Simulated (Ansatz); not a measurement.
Consider Ir (slab).

Input file:

```
crystal:
  lattice:
    - [2.7369678023, 0.0, 0.0]
    - [0.0, 2.7369678023, 0.0]
    - [0.0, 0.0, 24.6766424644]
  atoms:
    - { symbol: Ir, position: [0.5, 0.5, 0.3039311369] }
    - { symbol: Ir, position: [0.0, 0.0, 0.3823586822] }
    - { symbol: Ir, position: [0.5, 0.5, 0.4607862274] }
    - { symbol: Ir, position: [0.0, 0.0, 0.5392137726] }
    - { symbol: Ir, position: [0.5, 0.5, 0.6176413178] }
    - { symbol: Ir, position: [0.0, 0.0, 0.6960688631] }
basis:
  ecutwfc: 420
kpoints:
  mp_grid: { grid: [13, 13, 1] }
hamiltonian:
  xc: pbesol
scf:
  occupations: { method: gaussian, width: 0.1 }
output:
  forces: true
  stress: true
  eigenvalues: true
  write_density: true
  write_potential: true
  elf: true
  volumetric_format: npy
efield:
  axis: 3
  dipole_correction: true
  ramp_width: 0.04
```

Run with:

```sh
ansatz run input.yaml --threads 1 --pin off --max-ram 2560MiB --backend cpu --events-out ev --progress --plain --runs-dir out
```

Not relaxed (largest force 1.5 eV/Å); computed without spin polarisation.

The calculation used DFT PBEsol, scalar-relativistic, plane waves, PAW in Ansatz.

Q: What can the converged valence pseudo-density and electron localisation function tell about the bonding?

A: Ir–Ir (2.74 Å): ρ is about 0.43 e/Å³ halfway; the ELF is about 0.35 at the midpoint: no localised pair shows between them.

Q: Does the calculation make it a metal, or give it a gap?

A: It is gapless in this calculation (a metal or semimetal).

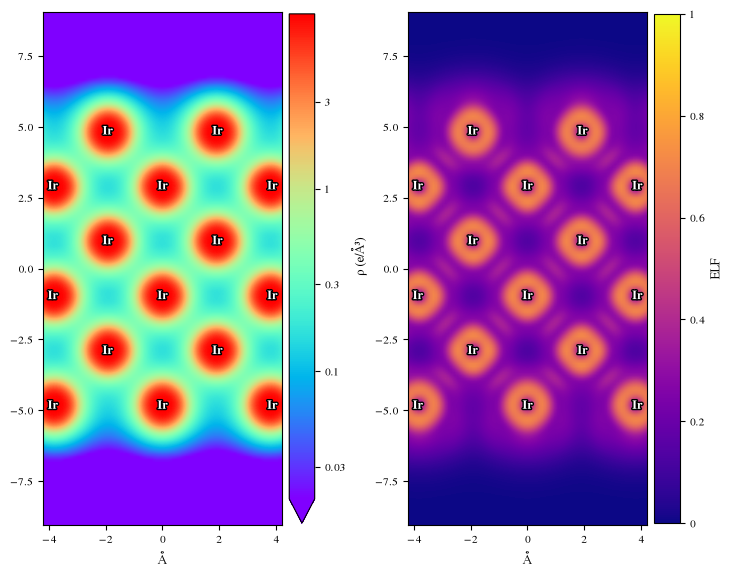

Computed valence pseudo-density and electron localisation function on the (110) plane of the calculation cell, a cut from vacuum to vacuum, in this order. 

In a PAW calculation such maps are meaningful between the atoms, not at the nuclei.
